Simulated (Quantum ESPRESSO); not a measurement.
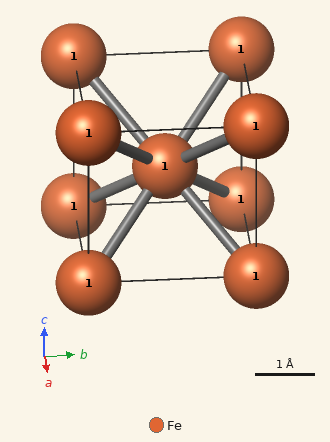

Fig. 1: The structure (ball-and-stick view of the cell 2 times as large as that of the calculation, set on its symmetry axes, seen at an oblique angle; atoms are numbered from 1 in the order of the input). An atom can appear more than once, as a periodic image. Near neighbours in the periodic cell (some may lie outside the picture): Fe has 8 Fe at 2.50 Å.

# Fe: band-structure run (part 1 of 2)

System: Fe (Im-3m, 1 atom in the cell).
Method: Kohn-Sham DFT of a periodic cell, AM05, SG15 PBE 1.2, spin-polarised (Quantum ESPRESSO 7.5).

The structure derives from an entry of the Crystallography Open Database.

## The input
```
&CONTROL
  calculation = 'scf'
  prefix = 'pwscf'
  outdir = './tmp'
  pseudo_dir = './pseudo'
  tprnfor = .true.
  tstress = .true.
  disk_io = 'low'
/
&SYSTEM
  ibrav = 0
  A = 2.49934932
  nat = 1
  ntyp = 1
  ecutwfc = 70
  nbnd = 17
  input_dft = 'XC-000I-000I-120L-135L-000I-000I'
  occupations = 'smearing'
  smearing = 'fd'
  degauss = 0.00367493
  nspin = 2
  starting_magnetization(1) = 0.1875
/
&ELECTRONS
  conv_thr = 2d-10
  electron_maxstep = 120
  mixing_beta = 0.3
/
ATOMIC_SPECIES
Fe    55.8450 Fe_ONCV_PBE-1.2.upf
CELL_PARAMETERS alat
  -0.5773502681    0.5773502681    0.5773502681
   0.5773502681   -0.5773502681    0.5773502681
   0.5773502681    0.5773502681   -0.5773502681
ATOMIC_POSITIONS alat
Fe     0.0000000000    0.0000000000    0.0000000000
K_POINTS automatic
13 13 13 0 0 0
```

## File pp_density.in
```
&INPUTPP
  prefix = 'pwscf'
  outdir = './tmp'
  filplot = 'density.dat'
  plot_num = 0
/
&PLOT
  nfile = 1
  filepp(1) = 'density.dat'
  iflag = 3
  output_format = 6
  fileout = 'density.cube'
/
```

## File pp_potential.in
```
&INPUTPP
  prefix = 'pwscf'
  outdir = './tmp'
  filplot = 'potential.dat'
  plot_num = 11
/
&PLOT
  nfile = 1
  filepp(1) = 'potential.dat'
  iflag = 3
  output_format = 6
  fileout = 'potential.cube'
/
```

## File pp_spin.in
```
&INPUTPP
  prefix = 'pwscf'
  outdir = './tmp'
  filplot = 'spin.dat'
  plot_num = 6
/
&PLOT
  nfile = 1
  filepp(1) = 'spin.dat'
  iflag = 3
  output_format = 6
  fileout = 'spin.cube'
/
```

## File pp_elf.in
```
&INPUTPP
  prefix = 'pwscf'
  outdir = './tmp'
  filplot = 'elf.dat'
  plot_num = 8
/
&PLOT
  nfile = 1
  filepp(1) = 'elf.dat'
  iflag = 3
  output_format = 6
  fileout = 'elf.cube'
/
```

## File bands.in
```
&CONTROL
  calculation = 'bands'
  prefix = 'pwscf'
  outdir = './tmp'
  pseudo_dir = './pseudo'
  disk_io = 'low'
  verbosity = 'high'
/
&SYSTEM
  ibrav = 0
  A = 2.49934932
  nat = 1
  ntyp = 1
  ecutwfc = 70
  nbnd = 17
  input_dft = 'XC-000I-000I-120L-135L-000I-000I'
  occupations = 'smearing'
  smearing = 'fd'
  degauss = 0.00367493
  nspin = 2
  starting_magnetization(1) = 0.1875
/
&ELECTRONS
  conv_thr = 1d-08
  electron_maxstep = 120
  mixing_beta = 0.3
  diago_full_acc = .true.
  startingwfc = 'random'
/
ATOMIC_SPECIES
Fe    55.8450 Fe_ONCV_PBE-1.2.upf
CELL_PARAMETERS alat
  -0.5773502681    0.5773502681    0.5773502681
   0.5773502681   -0.5773502681    0.5773502681
   0.5773502681    0.5773502681   -0.5773502681
ATOMIC_POSITIONS alat
Fe     0.0000000000    0.0000000000    0.0000000000
K_POINTS crystal
60
 0.0000000000  0.0000000000  0.0000000000 1
 0.0416666667 -0.0416666667  0.0416666667 1
 0.0833333333 -0.0833333333  0.0833333333 1
 0.1250000000 -0.1250000000  0.1250000000 1
 0.1666666667 -0.1666666667  0.1666666667 1
 0.2083333333 -0.2083333333  0.2083333333 1
 0.2500000000 -0.2500000000  0.2500000000 1
 0.2916666667 -0.2916666667  0.2916666667 1
 0.3333333333 -0.3333333333  0.3333333333 1
 0.3750000000 -0.3750000000  0.3750000000 1
 0.4166666667 -0.4166666667  0.4166666667 1
 0.4583333333 -0.4583333333  0.4583333333 1
 0.5000000000 -0.5000000000  0.5000000000 1
 0.4375000000 -0.4375000000  0.5000000000 1
 0.3750000000 -0.3750000000  0.5000000000 1
 0.3125000000 -0.3125000000  0.5000000000 1
 0.2500000000 -0.2500000000  0.5000000000 1
 0.1875000000 -0.1875000000  0.5000000000 1
 0.1250000000 -0.1250000000  0.5000000000 1
 0.0625000000 -0.0625000000  0.5000000000 1
 0.0000000000  0.0000000000  0.5000000000 1
 0.0000000000  0.0000000000  0.4444444444 1
 0.0000000000  0.0000000000  0.3888888889 1
 0.0000000000  0.0000000000  0.3333333333 1
 0.0000000000  0.0000000000  0.2777777778 1
 0.0000000000  0.0000000000  0.2222222222 1
 0.0000000000  0.0000000000  0.1666666667 1
 0.0000000000  0.0000000000  0.1111111111 1
 0.0000000000  0.0000000000  0.0555555556 1
 0.0000000000  0.0000000000  0.0000000000 1
 0.0227272727  0.0227272727  0.0227272727 1
 0.0454545455  0.0454545455  0.0454545455 1
 0.0681818182  0.0681818182  0.0681818182 1
 0.0909090909  0.0909090909  0.0909090909 1
 0.1136363636  0.1136363636  0.1136363636 1
 0.1363636364  0.1363636364  0.1363636364 1
 0.1590909091  0.1590909091  0.1590909091 1
 0.1818181818  0.1818181818  0.1818181818 1
 0.2045454545  0.2045454545  0.2045454545 1
 0.2272727273  0.2272727273  0.2272727273 1
 0.2500000000  0.2500000000  0.2500000000 1
 0.2708333333  0.1875000000  0.2708333333 1
 0.2916666667  0.1250000000  0.2916666667 1
 0.3125000000  0.0625000000  0.3125000000 1
 0.3333333333  0.0000000000  0.3333333333 1
 0.3541666667 -0.0625000000  0.3541666667 1
 0.3750000000 -0.1250000000  0.3750000000 1
 0.3958333333 -0.1875000000  0.3958333333 1
 0.4166666667 -0.2500000000  0.4166666667 1
 0.4375000000 -0.3125000000  0.4375000000 1
 0.4583333333 -0.3750000000  0.4583333333 1
 0.4791666667 -0.4375000000  0.4791666667 1
 0.5000000000 -0.5000000000  0.5000000000 1
 0.2500000000  0.2500000000  0.2500000000 1
 0.2083333333  0.2083333333  0.2916666667 1
 0.1666666667  0.1666666667  0.3333333333 1
 0.1250000000  0.1250000000  0.3750000000 1
 0.0833333333  0.0833333333  0.4166666667 1
 0.0416666667  0.0416666667  0.4583333333 1
 0.0000000000  0.0000000000  0.5000000000 1
```

Hardware: 1 thread of Arm Neoverse V1, 24 GiB of memory available, shared host.

Launch command:
```bash
OMP_NUM_THREADS=1 pw.x -in pw.in > pw.out
OMP_NUM_THREADS=1 pp.x -in pp_density.in > pp_density.out
OMP_NUM_THREADS=1 pp.x -in pp_potential.in > pp_potential.out
OMP_NUM_THREADS=1 pp.x -in pp_spin.in > pp_spin.out
OMP_NUM_THREADS=1 pp.x -in pp_elf.in > pp_elf.out
OMP_NUM_THREADS=1 pw.x -in bands.in > bands.out
```

## Log
```
This program is part of the open-source Quantum ESPRESSO suite
     for quantum simulation of materials; please cite
         "P. Giannozzi et al., J. Phys.:Condens. Matter 21 395502 (2009);
         "P. Giannozzi et al., J. Phys.:Condens. Matter 29 465901 (2017);
         "P. Giannozzi et al., J. Chem. Phys. 152 154105 (2020);
          URL
     in publications or presentations arising from this work. More details at

     IMPORTANT: XC functional enforced from input :
     Exchange-correlation= XC-000I-000I-120L-135L-000I-000I
                           (   0   0 120 135   0   0   0)
     Any further DFT definition will be discarded
     Please, verify this is what you really want

     Message from routine setup:
     using ibrav=0 with symmetry is DISCOURAGED, use correct ibrav instead

     G-vector sticks info
     --------------------
     sticks:   dense  smooth     PW     G-vecs:    dense   smooth      PW
     Sum         471     471    155                 6459     6459    1205

     Using Slab Decomposition

     bravais-lattice index     =            0
     lattice parameter (alat)  =       4.7231  a.u.
     unit-cell volume          =      81.1065 (a.u.)^3
     number of atoms/cell      =            1
     number of atomic types    =            1
     number of electrons       =        16.00
     number of Kohn-Sham states=           17
     kinetic-energy cutoff     =      70.0000  Ry
     charge density cutoff     =     280.0000  Ry
     scf convergence threshold =      2.0E-10
     mixing beta               =       0.3000
     number of iterations used =            8  plain     mixing
     Exchange-correlation= XC-000I-000I-120L-135L-000I-000I
                           (   0   0 120 135   0   0   0)

     celldm(1)=   4.723086  celldm(2)=   0.000000  celldm(3)=   0.000000
     celldm(4)=   0.000000  celldm(5)=   0.000000  celldm(6)=   0.000000

     crystal axes: (cart. coord. in units of alat)
               a(1) = (  -0.577350   0.577350   0.577350 )
               a(2) = (   0.577350  -0.577350   0.577350 )
               a(3) = (   0.577350   0.577350  -0.577350 )

     reciprocal axes: (cart. coord. in units 2 pi/alat)
               b(1) = (  0.000000  0.866025  0.866025 )
               b(2) = (  0.866025  0.000000  0.866025 )
               b(3) = (  0.866025  0.866025  0.000000 )

     PseudoPot. # 1 for Fe read from file:
     Fe_ONCV_PBE-1.2.upf
     Pseudo is Norm-conserving, Zval = 16.0
     Generated using ONCVPSP code by D. R. Hamann
     Using radial grid of  602 points,  6 beta functions with:
                l(1) =   0
                l(2) =   0
                l(3) =   1
                l(4) =   1
                l(5) =   2
                l(6) =   2

     atomic species   valence    mass     pseudopotential
     Fe               16.00    55.84500     Fe( 1.00)

     Starting magnetic structure
     atomic species   magnetization
     Fe              0.188

     48 Sym. Ops., with inversion, found

   Cartesian axes

     site n.     atom                  positions (alat units)
         1        Fe     tau(   1) = (   0.0000000   0.0000000   0.0000000  )

     number of k points=    84  Fermi-Dirac smearing, width (Ry)=  0.0037
                       cart. coord. in units 2pi/alat
        k(    1) = (   0.0000000   0.0000000   0.0000000), wk =   0.0004552
        k(    2) = (   0.0666173   0.0666173   0.0000000), wk =   0.0054620
        k(    3) = (   0.1332347   0.1332347   0.0000000), wk =   0.0054620
        k(    4) = (   0.1998520   0.1998520   0.0000000), wk =   0.0054620
        k(    5) = (   0.2664694   0.2664694   0.0000000), wk =   0.0054620
        k(    6) = (   0.3330867   0.3330867   0.0000000), wk =   0.0054620
        k(    7) = (   0.3997040   0.3997040   0.0000000), wk =   0.0054620
        k(    8) = (   0.1332347   0.0666173   0.0666173), wk =   0.0109240
        k(    9) = (   0.1998520   0.1332347   0.0666173), wk =   0.0218480
        k(   10) = (   0.2664694   0.1998520   0.0666173), wk =   0.0218480
        k(   11) = (   0.3330867   0.2664694   0.0666173), wk =   0.0218480
        k(   12) = (   0.3997040   0.3330867   0.0666173), wk =   0.0218480
        k(   13) = (   0.4663214   0.3997040   0.0666173), wk =   0.0109240
        k(   14) = (   0.2664694   0.1332347   0.1332347), wk =   0.0109240
        k(   15) = (   0.3330867   0.1998520   0.1332347), wk =   0.0218480
        k(   16) = (   0.3997040   0.2664694   0.1332347), wk =   0.0218480
        k(   17) = (   0.4663214   0.3330867   0.1332347), wk =   0.0218480
        k(   18) = (   0.3997040   0.1998520   0.1998520), wk =   0.0109240
        k(   19) = (   0.4663214   0.2664694   0.1998520), wk =   0.0218480
        k(   20) = (   0.5329387   0.3330867   0.1998520), wk =   0.0109240
        k(   21) = (   0.5329387   0.2664694   0.2664694), wk =   0.0109240
        k(   22) = (   0.1332347   0.1332347   0.1332347), wk =   0.0036413
        k(   23) = (   0.1998520   0.1998520   0.1332347), wk =   0.0109240
        k(   24) = (   0.2664694   0.2664694   0.1332347), wk =   0.0109240
        k(   25) = (   0.3330867   0.3330867   0.1332347), wk =   0.0109240
        k(   26) = (   0.3997040   0.3997040   0.1332347), wk =   0.0109240
        k(   27) = (   0.0000000   0.0000000   0.1332347), wk =   0.0027310
        k(   28) = (   0.2664694   0.1998520   0.1998520), wk =   0.0109240
        k(   29) = (   0.3330867   0.2664694   0.1998520), wk =   0.0218480
        k(   30) = (   0.3997040   0.3330867   0.1998520), wk =   0.0218480
        k(   31) = (   0.4663214   0.3997040   0.1998520), wk =   0.0109240
        k(   32) = (   0.0000000  -0.0666173   0.1998520), wk =   0.0109240
        k(   33) = (   0.3997040   0.2664694   0.2664694), wk =   0.0109240
        k(   34) = (   0.4663214   0.3330867   0.2664694), wk =   0.0218480
        k(   35) = (   0.0000000  -0.1332347   0.2664694), wk =   0.0109240
        k(   36) = (   0.0666173  -0.0666173   0.2664694), wk =   0.0109240
        k(   37) = (   0.5329387   0.3330867   0.3330867), wk =   0.0036413
        k(   38) = (   0.0000000  -0.1998520   0.3330867), wk =   0.0109240
        k(   39) = (   0.0666173  -0.1332347   0.3330867), wk =   0.0218480
        k(   40) = (   0.0000000  -0.2664694   0.3997040), wk =   0.0109240
        k(   41) = (   0.0666173  -0.1998520   0.3997040), wk =   0.0218480
        k(   42) = (   0.1332347  -0.1332347   0.3997040), wk =   0.0109240
        k(   43) = (  -0.0000000  -0.3330867   0.4663214), wk =   0.0109240
        k(   44) = (   0.0666173  -0.2664694   0.4663214), wk =   0.0218480
        k(   45) = (   0.1332347  -0.1998520   0.4663214), wk =   0.0218480
        k(   46) = (  -0.7994081  -0.3330867  -0.3330867), wk =   0.0109240
        k(   47) = (  -0.7327907  -0.2664694  -0.3330867), wk =   0.0218480
        k(   48) = (  -0.6661734  -0.1998520  -0.3330867), wk =   0.0109240
        k(   49) = (  -0.6661734  -0.2664694  -0.2664694), wk =   0.0109240
        k(   50) = (   0.2664694   0.2664694   0.2664694), wk =   0.0036413
        k(   51) = (   0.3330867   0.3330867   0.2664694), wk =   0.0109240
        k(   52) = (   0.3997040   0.3997040   0.2664694), wk =   0.0109240
        k(   53) = (   0.0000000   0.0000000   0.2664694), wk =   0.0027310
        k(   54) = (   0.3997040   0.3330867   0.3330867), wk =   0.0109240
        k(   55) = (   0.4663214   0.3997040   0.3330867), wk =   0.0109240
        k(   56) = (   0.0000000  -0.0666173   0.3330867), wk =   0.0109240
        k(   57) = (   0.0000000  -0.1332347   0.3997040), wk =   0.0109240
        k(   58) = (   0.0666173  -0.0666173   0.3997040), wk =   0.0109240
        k(   59) = (   0.0000000  -0.1998520   0.4663214), wk =   0.0109240
        k(   60) = (   0.0666173  -0.1332347   0.4663214), wk =   0.0218480
        k(   61) = (  -0.0000000  -0.2664694   0.5329387), wk =   0.0109240
        k(   62) = (   0.0666173  -0.1998520   0.5329387), wk =   0.0218480
        k(   63) = (   0.1332347  -0.1332347   0.5329387), wk =   0.0109240
        k(   64) = (  -0.7994081  -0.2664694  -0.2664694), wk =   0.0109240
        k(   65) = (  -0.7327907  -0.1998520  -0.2664694), wk =   0.0218480
        k(   66) = (  -0.6661734  -0.1998520  -0.1998520), wk =   0.0036413
        k(   67) = (   0.3997040   0.3997040   0.3997040), wk =   0.0036413
        k(   68) = (   0.0000000   0.0000000   0.3997040), wk =   0.0027310
        k(   69) = (   0.0000000  -0.0666173   0.4663214), wk =   0.0109240
        k(   70) = (   0.0000000  -0.1332347   0.5329387), wk =   0.0109240
        k(   71) = (   0.0666173  -0.0666173   0.5329387), wk =   0.0109240
        k(   72) = (  -0.0000000  -0.1998520   0.5995560), wk =   0.0109240
        k(   73) = (   0.0666173  -0.1332347   0.5995560), wk =   0.0218480
        k(   74) = (  -0.7994081  -0.1998520  -0.1998520), wk =   0.0109240
        k(   75) = (  -0.7327907  -0.1332347  -0.1998520), wk =   0.0109240
        k(   76) = (   0.0000000   0.0000000   0.5329387), wk =   0.0027310
        k(   77) = (   0.0000000  -0.0666173   0.5995560), wk =   0.0109240
```
